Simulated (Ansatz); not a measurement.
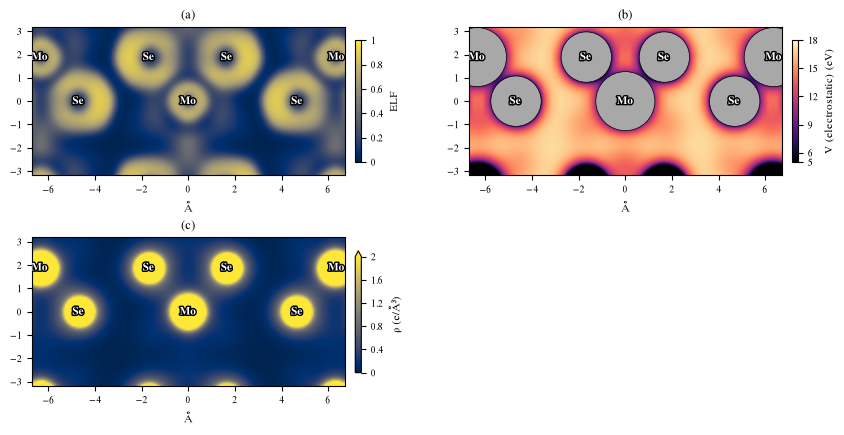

*MoSe$_{2}$. (a) electron localisation function; (b) electrostatic potential energy of an electron; (c) valence charge density (pseudo) on the (110) plane of the conventional cell. Grey discs cover the atomic cores in the potential map.*

Space group P6₃/mmc; computed without spin polarisation.

Method: DFT PBE+D3(BJ), scalar-relativistic, plane waves, PAW (Ansatz 0.2.0).

In a PAW calculation such maps are meaningful between the atoms, not at the nuclei.

The calculation's input:

```
crystal:
  lattice:
    - [3.2777723973, 0.0, 0.0]
    - [-1.6388861987, 2.8386341639, 0.0]
    - [0.0, 0.0, 12.7108750457]
  atoms:
    - { symbol: Mo, position: [0.3333333333, 0.6666666667, 0.25] }
    - { symbol: Mo, position: [0.6666666667, 0.3333333333, 0.75] }
    - { symbol: Se, position: [0.3333333333, 0.6666666667, 0.618304965] }
    - { symbol: Se, position: [0.6666666667, 0.3333333333, 0.118304965] }
    - { symbol: Se, position: [0.3333333333, 0.6666666667, 0.881695035] }
    - { symbol: Se, position: [0.6666666667, 0.3333333333, 0.381695035] }
basis:
  ecutwfc: 420
kpoints:
  mp_grid: { grid: [12, 12, 2] }
hamiltonian:
  xc: pbe
  dispersion: d3bj
scf:
  occupations: { method: gaussian, width: 0.02 }
output:
  forces: true
  stress: true
  eigenvalues: true
  write_density: true
  write_potential: true
  elf: true
  volumetric_format: npy
relax:
  adjacent_minimum: "off"
  f_tol: 0.005
  max_steps: 80
  cell: { stress_tol: 0.05 }
```

Run with:

```sh
ansatz run input.yaml --threads 2 --pin off --max-ram 5120MiB --backend cpu --events-out ev --progress --plain --runs-dir out
```

Below, planes, directions and counts refer to the conventional cell (a = 3.28 Å, b = 3.28 Å, c = 12.73 Å, α = 90.00°, β = 90.00°, γ = 120.00°).

The fields are those of the run's last geometry, not of the input's.

> What do the fields say about this system?

The section cuts through Mo and Se sites. Mo–Se (2.53 Å): ρ at the midpoint is about 0.53 e/Å³; the ELF is about 0.50 at the midpoint. Between the atoms the lowest density in this plane is 0.02 e/Å³. The features right at Mo lie inside the PAW spheres, where the map follows smoothed inner orbitals and isn't to be read closely. Outside the cores the potential energy rises away from the atoms and is highest about 2.3 Å from the nearest atoms; its zero is arbitrary.

> Does the calculation give a band gap?

It is gapped, with a Kohn–Sham gap of 0.77 eV on the k-point mesh (the band edges may lie off the mesh, which would make the gap smaller).
